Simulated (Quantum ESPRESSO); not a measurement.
**Run report: La2O3, band-structure run (part 2 of 2)**

La2O3 (P-62m, 5 atoms in the cell); Kohn-Sham DFT of a periodic cell, PBE, SSSP 1.3 efficiency PBE, no spin polarisation (Quantum ESPRESSO 7.5); cutoff 748.31 eV, 5×5×8 k-mesh, fermi-dirac of 0.05 eV. The structure derives from a Materials Project entry. The run did not end well.

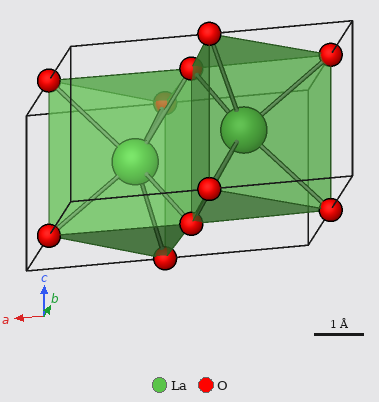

Fig. 1: The structure (polyhedral view of the cell of the calculation, seen at an oblique angle; polyhedra are completed across the faces of the cell).

### Output, continued
```
   -24.3227 -24.1352 -11.3001 -11.1971  -9.8826  -7.8367  -7.6314  -7.1406
    -6.8360  -6.2288  -6.1249   3.0887   3.9584   4.0876   4.2026   4.3407
     4.9626   5.2057   5.3751   5.5324   8.0241   9.9190  10.1948  10.3216
    10.9948  10.9998  11.0488  11.0491

          k = 0.0000 0.1560 0.1604 (  5217 PWs)   bands (ev):

   -24.2766 -24.0954 -11.1679 -11.0843 -10.2287  -7.8014  -7.7778  -7.3238
    -6.7273  -6.3779  -6.3424   3.4875   3.9464   4.0701   4.4498   4.4874
     4.6081   4.9144   5.3920   5.4387   8.4073  10.0693  10.3124  10.4242
    10.9405  10.9617  10.9648  11.0685

          k = 0.0000 0.1560 0.3207 (  5210 PWs)   bands (ev):

   -24.1621 -23.9970 -10.9801 -10.7880 -10.7848  -8.1698  -7.7641  -7.6301
    -7.0363  -6.8674  -6.2456   3.7325   3.9525   4.0501   4.2609   4.6165
     4.8313   4.8695   5.0235   5.5841   9.2888  10.3714  10.5325  10.6196
    10.8131  10.8265  10.8410  10.8511

          k = 0.0000 0.1560 0.4811 (  5198 PWs)   bands (ev):

   -24.0424 -23.8950 -11.6377 -10.4653 -10.2381  -8.6706  -7.8533  -7.6543
    -7.5780  -7.4687  -5.9810   3.3668   3.4247   4.0747   4.3889   4.4529
     4.9427   4.9909   5.6974   5.7200  10.0986  10.5308  10.6459  10.6682
    10.7276  10.7541  10.7864  10.7966

          k = 0.0000 0.1560-0.6415 (  5204 PWs)   bands (ev):

   -23.9911 -23.8516 -11.8904 -10.3644  -9.8660  -8.5374  -8.3290  -8.2499
    -7.4937  -7.4021  -5.9092   3.1733   3.3172   3.7005   4.6085   4.6756
     4.9410   4.9752   5.7338   5.9834  10.3972  10.5503  10.5977  10.6826
    10.7033  10.7446  10.7765  10.8199

          k = 0.0000 0.3120 0.0000 (  5236 PWs)   bands (ev):

   -24.2798 -24.1801 -11.3091 -10.9603 -10.2725  -7.7904  -7.1841  -7.0723
    -6.9105  -6.5466  -6.1640   3.4435   3.9565   4.1353   4.3938   4.4654
     4.5111   5.0898   5.1593   5.2561   8.7004   9.8661  10.4003  10.4739
    10.7493  11.0010  11.0862  11.0870

          k = 0.0000 0.3120 0.1604 (  5217 PWs)   bands (ev):

   -24.2352 -24.1388 -11.1765 -10.9013 -10.4319  -7.7404  -7.7320  -7.5190
    -6.5357  -6.4130  -6.3689   3.5465   3.8479   4.0113   4.1669   4.7605
     4.8533   4.9341   5.1889   5.2952   9.0233  10.0192  10.4548  10.5573
    10.7493  10.9130  10.9783  11.0284

          k = 0.0000 0.3120 0.3207 (  5210 PWs)   bands (ev):

   -24.1242 -24.0364 -10.9094 -10.8059 -10.7955  -8.2327  -7.9530  -7.5889
    -7.0645  -6.6184  -6.2633   3.4888   3.8001   3.8886   4.2632   4.5818
     5.0697   5.1652   5.2539   5.3626   9.7630  10.3286  10.5452  10.7140
    10.7589  10.7903  10.8707  10.8891

          k = 0.0000 0.3120 0.4811 (  5207 PWs)   bands (ev):

   -24.0084 -23.9301 -11.4367 -10.8506 -10.2429  -8.3965  -7.8758  -7.7970
    -7.4350  -7.2178  -6.3253   3.5591   3.6020   3.9327   4.2454   4.5858
     4.8956   5.0958   5.4623   5.4873  10.3514  10.5188  10.6129  10.6636
    10.7506  10.7894  10.8463  10.9464

          k = 0.0000 0.3120-0.6415 (  5206 PWs)   bands (ev):

   -23.9589 -23.8848 -11.6562 -10.9278  -9.8669  -8.3542  -8.1125  -7.7494
    -7.6436  -7.3690  -6.4387   3.3571   3.9037   3.9414   4.3585   4.6046
     4.6125   4.8428   5.5473   5.6264  10.4757  10.5918  10.6173  10.6704
    10.7514  10.7747  10.9992  11.0528

          k = 0.1351 0.2340 0.0000 (  5228 PWs)   bands (ev):

   -24.2905 -24.1690 -11.3098 -11.0159 -10.1889  -7.7894  -7.3059  -7.0894
    -6.8922  -6.4469  -6.1653   3.3675   3.9563   4.1068   4.3176   4.4978
     4.5759   5.1841   5.2184   5.2486   8.5236  10.0208  10.2011  10.4893
    10.8976  11.0069  11.0768  11.0779

          k = 0.1351 0.2340 0.1604 (  5233 PWs)   bands (ev):

   -24.2455 -24.1281 -11.1772 -10.9427 -10.3843  -7.7720  -7.7332  -7.4687
    -6.5859  -6.4119  -6.3452   3.5367   3.7414   4.2343   4.2916   4.4689
     4.8391   4.9357   5.1994   5.3920   8.8595  10.1617  10.2823  10.5653
    10.8956  10.9101  10.9547  10.9654

          k = 0.1351 0.2340 0.3207 (  5216 PWs)   bands (ev):

   -24.1337 -24.0267 -10.9269 -10.7960 -10.7959  -8.2196  -7.9293  -7.5867
    -7.0661  -6.6598  -6.2581   3.5843   3.7276   3.9270   4.2452   4.7920
     4.8389   5.1035   5.2394   5.4237   9.6341  10.4334  10.4371  10.7062
    10.8075  10.8218  10.8463  10.8559

          k = 0.1351 0.2340 0.4811 (  5208 PWs)   bands (ev):

   -24.0169 -23.9214 -11.4890 -10.7661 -10.2433  -8.4469  -7.8833  -7.7549
    -7.4377  -7.3096  -6.2409   3.4843   3.5665   4.1322   4.1578   4.4943
     4.9894   5.0187   5.5278   5.5324  10.2764  10.5275  10.6267  10.6646
    10.7363  10.7972  10.8448  10.9105

          k = 0.1351 0.2340-0.6415 (  5212 PWs)   bands (ev):

   -23.9669 -23.8766 -11.7175 -10.8151  -9.8670  -8.3567  -8.1306  -7.9187
    -7.6246  -7.3666  -6.3073   3.3346   3.7160   3.8743   4.4436   4.6073
     4.7742   4.8352   5.5771   5.6889  10.4629  10.5816  10.6408  10.6790
    10.7036  10.7775  10.8744  10.9504

          k = 0.1351 0.3900 0.0000 (  5234 PWs)   bands (ev):

   -24.2535 -24.2071 -11.3165 -10.7959 -10.4747  -7.7557  -7.0300  -6.9828
    -6.9547  -6.7144  -6.1948   3.6765   3.9549   4.1040   4.1452   4.5890
     4.6860   4.9451   4.9803   5.2289   9.1016   9.6479  10.4178  10.6215
    10.7000  10.9926  11.0036  11.0397

          k = 0.1351 0.3900 0.1604 (  5230 PWs)   bands (ev):

   -24.2097 -24.1648 -11.1836 -10.7788 -10.5567  -7.7137  -7.6855  -7.6083
    -6.4549  -6.4446  -6.3885   3.6232   3.6944   3.9511   4.3454   4.7170
     4.8864   4.9485   5.1030   5.2769   9.3832   9.8440  10.4651  10.6637
    10.7214  10.9083  10.9157  10.9544

          k = 0.1351 0.3900 0.3207 (  5217 PWs)   bands (ev):

   -24.1010 -24.0601 -10.8720 -10.8245 -10.8013  -8.2059  -8.0644  -7.5573
    -7.0869  -6.4903  -6.3184   3.5080   3.6986   3.7300   4.3122   4.7813
     5.0850   5.1304   5.2933   5.3191  10.0076  10.2498  10.4983  10.7600
    10.7806  10.7848  10.8686  10.8982

          k = 0.1351 0.3900 0.4811 (  5226 PWs)   bands (ev):

   -23.9877 -23.9512 -11.3013 -11.0329 -10.2469  -8.2410  -7.9523  -7.8937
    -7.4079  -6.9645  -6.5464   3.6875   3.7459   3.7978   4.0443   4.8447
     4.8608   5.0628   5.3689   5.3956  10.4800  10.5377  10.5814  10.6773
    10.7282  10.8233  10.8684  10.9548

          k = 0.1351 0.3900-0.6415 (  5212 PWs)   bands (ev):

   -23.9393 -23.9048 -11.4953 -11.1644  -9.8677  -8.3749  -7.9966  -7.7660
    -7.3674  -7.3432  -6.7659   3.4676   4.0767   4.2359   4.2514   4.4023
     4.5604   4.6794   5.5000   5.5258  10.6134  10.6144  10.6353  10.6503
    10.7367  10.7982  11.0525  11.0694

     the Fermi energy is     6.9782 ev

!    total energy              =   -1042.19297211 Ry
     total all-electron energy =     -1368.733649 Ry
     estimated scf accuracy    <          2.4E-10 Ry
     smearing contrib. (-TS)   =      -0.00000000 Ry
     internal energy E=F+TS    =   -1042.19297211 Ry

     The total energy is F=E-TS. E is the sum of the following terms:
     one-electron contribution =    -111.32244527 Ry
     hartree contribution      =      78.55999586 Ry
     xc contribution           =     -49.01853403 Ry
     ewald contribution        =    -144.60784535 Ry
     one-center paw contrib.   =    -815.80414332 Ry

     convergence has been achieved in  20 iterations

     negative rho (up, down):  3.023E-04 0.000E+00

     Forces acting on atoms (cartesian axes, Ry/au):

     atom    1 type  1   force =     0.00000000    0.00000000    0.00000000
     atom    2 type  1   force =     0.00000000   -0.00000000    0.00000000
     atom    3 type  2   force =    -0.00170869    0.00000000    0.00000000
     atom    4 type  2   force =     0.00085435   -0.00147977    0.00000000
     atom    5 type  2   force =     0.00085435    0.00147977    0.00000000

     Total force =     0.002960     Total SCF correction =     0.000001

     Computing stress (Cartesian axis) and pressure

     negative rho (up, down):  3.023E-04 0.000E+00
          total   stress  (Ry/bohr**3)                   (kbar)     P=       24.28
   0.00021128  -0.00000000  -0.00000000           31.08       -0.00       -0.00
  -0.00000000   0.00021128  -0.00000000           -0.00       31.08       -0.00
  -0.00000000  -0.00000000   0.00007259           -0.00       -0.00       10.68

=------------------------------------------------------------------------------=
   JOB DONE.
=------------------------------------------------------------------------------=
```

This output came from the following input.

### Input
```
&CONTROL
  calculation = 'scf'
  prefix = 'pwscf'
  outdir = './tmp'
  pseudo_dir = './pseudo'
  tprnfor = .true.
  tstress = .true.
  disk_io = 'low'
/
&SYSTEM
  ibrav = 0
  celldm(1) = 8
  nat = 5
  ntyp = 2
  ecutwfc = 55
  ecutrho = 440
  nbnd = 28
  occupations = 'smearing'
  smearing = 'fd'
  degauss = 0.00367493
/
&ELECTRONS
  conv_thr = 1d-09
  electron_maxstep = 120
  mixing_beta = 0.5
/
ATOMIC_SPECIES
La   138.9055 La.paw.z_11.atompaw.wentzcovitch.v1.2.upf
O     15.9990 O.pbe-n-kjpaw_psl.0.1.UPF
CELL_PARAMETERS alat
  1.4803123008893   0.0000000000000   0.0000000000000
 -0.7401561504446   1.2819880581070   0.0000000000000
  0.0000000000000   0.0000000000000   0.7794567519190
ATOMIC_POSITIONS crystal
La     0.6666666667    0.3333333333    0.5000000000
La     0.3333333333    0.6666666667    0.5000000000
O      0.5080139900    0.0000000000    0.0000000000
O      0.0000000000    0.5080139900    0.0000000000
O      0.4919860100    0.4919860100    0.0000000000
K_POINTS automatic
5 5 8 0 0 0
```

### File bands.in
```
&CONTROL
  calculation = 'bands'
  prefix = 'pwscf'
  outdir = './tmp'
  pseudo_dir = './pseudo'
  disk_io = 'low'
  verbosity = 'high'
/
&SYSTEM
  ibrav = 0
  celldm(1) = 8
  nat = 5
  ntyp = 2
  ecutwfc = 55
  ecutrho = 440
  nbnd = 28
  occupations = 'smearing'
  smearing = 'fd'
  degauss = 0.00367493
/
&ELECTRONS
  conv_thr = 1d-08
  electron_maxstep = 120
  mixing_beta = 0.5
  diago_full_acc = .true.
  startingwfc = 'random'
/
ATOMIC_SPECIES
La   138.9055 La.paw.z_11.atompaw.wentzcovitch.v1.2.upf
O     15.9990 O.pbe-n-kjpaw_psl.0.1.UPF
CELL_PARAMETERS alat
  1.4803123008893   0.0000000000000   0.0000000000000
 -0.7401561504446   1.2819880581070   0.0000000000000
  0.0000000000000   0.0000000000000   0.7794567519190
ATOMIC_POSITIONS crystal
La     0.6666666667    0.3333333333    0.5000000000
La     0.3333333333    0.6666666667    0.5000000000
O      0.5080139900    0.0000000000    0.0000000000
O      0.0000000000    0.5080139900    0.0000000000
O      0.4919860100    0.4919860100    0.0000000000
K_POINTS crystal
60
 0.0000000000  0.0000000000  0.0000000000 1
 0.1000000000  0.0000000000  0.0000000000 1
 0.2000000000  0.0000000000  0.0000000000 1
 0.3000000000  0.0000000000  0.0000000000 1
 0.4000000000  0.0000000000  0.0000000000 1
 0.5000000000  0.0000000000  0.0000000000 1
 0.4166666667  0.1666666667  0.0000000000 1
 0.3333333333  0.3333333333  0.0000000000 1
 0.2777777778  0.2777777778  0.0000000000 1
 0.2222222222  0.2222222222  0.0000000000 1
 0.1666666667  0.1666666667  0.0000000000 1
 0.1111111111  0.1111111111  0.0000000000 1
 0.0555555556  0.0555555556  0.0000000000 1
 0.0000000000  0.0000000000  0.0000000000 1
 0.0000000000  0.0000000000  0.0555555556 1
 0.0000000000  0.0000000000  0.1111111111 1
 0.0000000000  0.0000000000  0.1666666667 1
 0.0000000000  0.0000000000  0.2222222222 1
 0.0000000000  0.0000000000  0.2777777778 1
 0.0000000000  0.0000000000  0.3333333333 1
 0.0000000000  0.0000000000  0.3888888889 1
 0.0000000000  0.0000000000  0.4444444444 1
 0.0000000000  0.0000000000  0.5000000000 1
 0.1000000000  0.0000000000  0.5000000000 1
 0.2000000000  0.0000000000  0.5000000000 1
 0.3000000000  0.0000000000  0.5000000000 1
 0.4000000000  0.0000000000  0.5000000000 1
 0.5000000000  0.0000000000  0.5000000000 1
 0.4444444444  0.1111111111  0.5000000000 1
 0.3888888889  0.2222222222  0.5000000000 1
 0.3333333333  0.3333333333  0.5000000000 1
 0.2857142857  0.2857142857  0.5000000000 1
 0.2380952381  0.2380952381  0.5000000000 1
 0.1904761905  0.1904761905  0.5000000000 1
 0.1428571429  0.1428571429  0.5000000000 1
 0.0952380952  0.0952380952  0.5000000000 1
 0.0476190476  0.0476190476  0.5000000000 1
 0.0000000000  0.0000000000  0.5000000000 1
 0.5000000000  0.0000000000  0.5000000000 1
 0.5000000000  0.0000000000  0.4500000000 1
 0.5000000000  0.0000000000  0.4000000000 1
 0.5000000000  0.0000000000  0.3500000000 1
 0.5000000000  0.0000000000  0.3000000000 1
 0.5000000000  0.0000000000  0.2500000000 1
 0.5000000000  0.0000000000  0.2000000000 1
 0.5000000000  0.0000000000  0.1500000000 1
 0.5000000000  0.0000000000  0.1000000000 1
 0.5000000000  0.0000000000  0.0500000000 1
 0.5000000000  0.0000000000  0.0000000000 1
 0.3333333333  0.3333333333  0.0000000000 1
 0.3333333333  0.3333333333  0.0500000000 1
 0.3333333333  0.3333333333  0.1000000000 1
 0.3333333333  0.3333333333  0.1500000000 1
 0.3333333333  0.3333333333  0.2000000000 1
 0.3333333333  0.3333333333  0.2500000000 1
 0.3333333333  0.3333333333  0.3000000000 1
 0.3333333333  0.3333333333  0.3500000000 1
 0.3333333333  0.3333333333  0.4000000000 1
 0.3333333333  0.3333333333  0.4500000000 1
 0.3333333333  0.3333333333  0.5000000000 1
```

Run as:
```bash
OMP_NUM_THREADS=1 mpirun -n 2 pw.x -nk 2 -in pw.in > pw.out
OMP_NUM_THREADS=1 mpirun -n 2 pw.x -nk 2 -in bands.in > bands.out
```

### Outcome

- outcome: not converged
- space group (tolerance 0.01 Å): P-62m (189)
- electrons treated: 40
- free energy: −14179.7578 eV
- Fermi energy of the self-consistent step: 6.978 eV
- gap on the k-point mesh: 1.53 eV
- pressure: 2.43 GPa
- largest force (length of the vector): 0.044 eV/Å
- hardware: 2 threads of Intel Xeon @ 2.90GHz (Ice Lake), 128 GiB of memory available, shared host
- wall time: 2.7 min (CPU time 5.1 min)
- peak memory: 1.3 GiB

### Diagnosis

The run did not converge. Its last values are not results. Further notes kept with the run: c_bands (1): too many bands are not converged. Notes on the run: eigenvalues not converged; negative rho.
